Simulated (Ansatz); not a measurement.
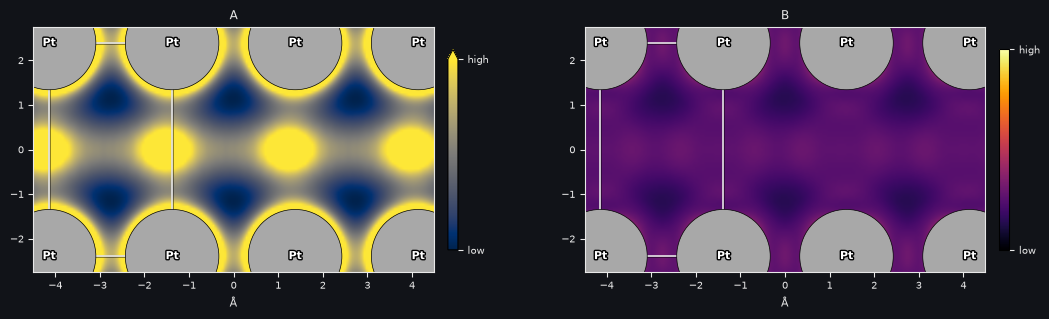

Pt: 2 fields on the (001) plane of the conventional cell, with unlabelled colour scales. Grey discs cover the atomic cores.

Space group P2₁/m; a structure from a database of computed crystals, not necessarily the ambient phase; not relaxed (largest force 0.5 eV/Å); computed pressure about 4 GPa in this cell.

Level of theory: Ansatz 0.2.0, DFT PBE, scalar-relativistic, plane waves, PAW.

Question: Which field does each panel show? The fields are: electron localisation function and valence pseudo-density.

Answer: Panel A: valence pseudo-density. Panel B: electron localisation function. From the grid: Pt–Pt (2.76 Å): the density is about 0.39 e/Å³ at the midpoint; the ELF is about 0.30 at the midpoint; no localised pair shows between them.
